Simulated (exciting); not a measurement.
# A series of single points on Ir

System: Ir (P6₃/mmc, 2 atoms in the cell).
Method: Kohn-Sham DFT of a periodic cell, PBEsol, all-electron LAPW+lo, shipped species files, no spin polarisation (exciting sodium).

The 7 runs differ only in the geometry, by an even scaling of the cell at fixed fractional positions. The structure derives from a Materials Project entry.

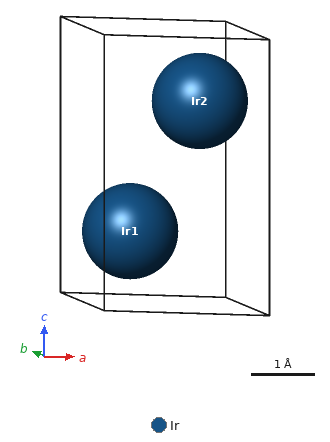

Figure 1. The structure of run 4 (spheres-only view of the cell of the calculation, seen slightly off an axis; atoms are numbered from 1 in the order of the input).

**Input of run 4**
```
<input>
  <title>Ir</title>
  <structure speciespath="./" tshift="false">
    <crystal scale="1">
      <basevect>5.199350686143 0.000000000000 0.000000000000</basevect>
      <basevect>-2.599675343072 4.502769777319 0.000000000000</basevect>
      <basevect>0.000000000000 0.000000000000 8.432505988656</basevect>
    </crystal>
    <species speciesfile="Ir.xml" rmt="2.3">
      <atom coord="0.333333333300 0.666666666700 0.250000000000"/>
      <atom coord="0.666666666700 0.333333333300 0.750000000000"/>
    </species>
  </structure>
  <groundstate do="fromscratch" ngridk="11 11 6" rgkmax="9" gmaxvr="14" lmaxapw="10" lmaxmat="10" lmaxvr="8" xctype="GGA_PBE_SOL" stype="Fermi Dirac" swidth="0.00183747" nempty="18" ValenceRelativity="iora*" epsengy="1e-05" epspot="1e-05" maxscl="60" tforce="true" outputlevel="normal"/>
  <properties>
    <chargedensityplot>
      <plot3d>
        <box grid="14 14 23">
          <origin coord="0 0 0"/>
          <point coord="1 0 0"/>
          <point coord="0 1 0"/>
          <point coord="0 0 1"/>
        </box>
      </plot3d>
    </chargedensityplot>
    <elfplot>
      <plot3d>
        <box grid="14 14 23">
          <origin coord="0 0 0"/>
          <point coord="1 0 0"/>
          <point coord="0 1 0"/>
          <point coord="0 0 1"/>
        </box>
      </plot3d>
    </elfplot>
    <exccplot>
      <plot3d>
        <box grid="14 14 23">
          <origin coord="0 0 0"/>
          <point coord="1 0 0"/>
          <point coord="0 1 0"/>
          <point coord="0 0 1"/>
        </box>
      </plot3d>
    </exccplot>
  </properties>
</input>
```

Command:
```bash
OMP_NUM_THREADS=1 exciting_smp
```

Lattice vectors (Å) and fractional positions of run 4:
```
   2.751378    0.000000    0.000000
  -1.375689    2.382763    0.000000
   0.000000    0.000000    4.462290
Ir  0.333333  0.666667  0.250000
Ir  0.666667  0.333333  0.750000
```

Run 6 has the same physical settings and fractional positions; its lattice vectors (Å) are:
```
   2.787584    0.000000    0.000000
  -1.393792    2.414119    0.000000
   0.000000    0.000000    4.521011
```

**Results, with one run withheld**

```tsv
run	volume per atom (Å³)	free energy per atom, from the lowest run given (meV)
1	13.749	15.58
2	14.042	0.53
3	14.335	0.00
4	14.627	18.70
5	14.920	45.30
6	15.212	?
7	15.505	128.66
```

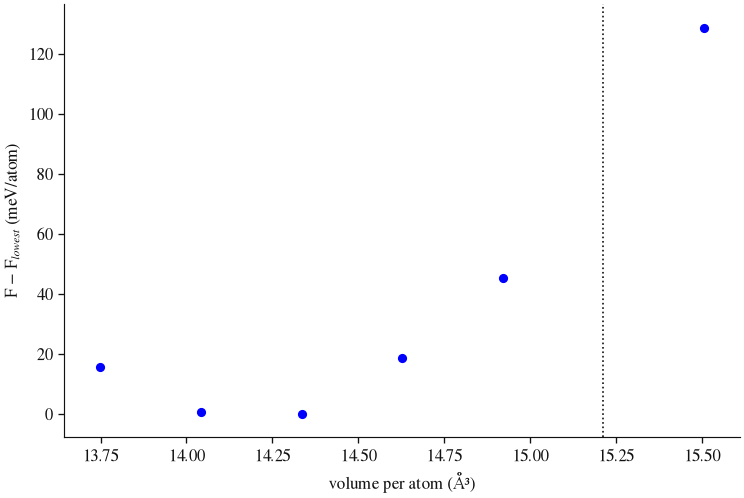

Figure 2. Free energy per atom of the runs given; the dotted line marks run 6.

Fit the runs given and predict run 6.

A cubic polynomial in V^(−2/3) (the Birch–Murnaghan form), fitted to the 6 runs given, misses them by at most 1.40 meV per atom. With x = V^(−2/3) − 0.16809 Å⁻², it reads F = 9.5664 − 7801 x + 1.3172e+06 x² + 1.86e+07 x³ (meV per atom). At run 6 it gives 83.27 meV per atom, and the run itself gives 81.48. The fit has its minimum at 14.156 Å³ per atom, where V d²F/dV² gives 433 GPa. Cell shape and fractional positions are held, so this is the stiffness under even scaling; the relaxed bulk modulus wasn't computed. So low a polynomial doesn't follow these energies more closely.

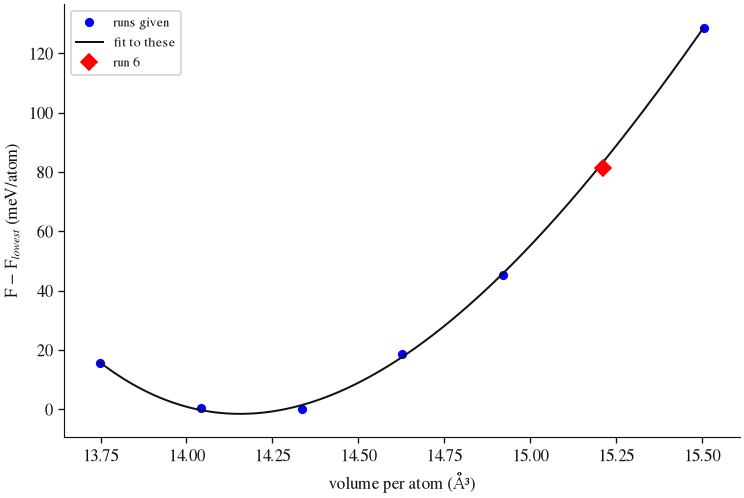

Figure 3. The fit and the withheld run.

**Some lines of the output (run 6)**
```
[...]
 Fermi energy                               :         0.51786955
 DOS at Fermi energy (states/Ha/cell)       :        92.90055602
 Absolute change in total energy   (target) :  0.692742E-03  ( 0.100000E-04)
 Total energy                               :    -35706.18647096
 DOS at Fermi energy (states/Ha/cell)       :        92.90056941
 Absolute change in total energy   (target) :  0.196828E-04  ( 0.100000E-04)
 Total energy                               :    -35706.18646235
 DOS at Fermi energy (states/Ha/cell)       :        92.90056407
 Absolute change in total energy   (target) :  0.860979E-05  ( 0.100000E-04)
 Total energy                               :    -35706.18645647
 DOS at Fermi energy (states/Ha/cell)       :        92.90056571
 Absolute change in total energy   (target) :  0.588549E-05  ( 0.100000E-04)
 Total energy                               :    -35706.18645607
 DOS at Fermi energy (states/Ha/cell)       :        92.90056278
```

Notes: Spin–orbit coupling is left out, which matters for Ir.
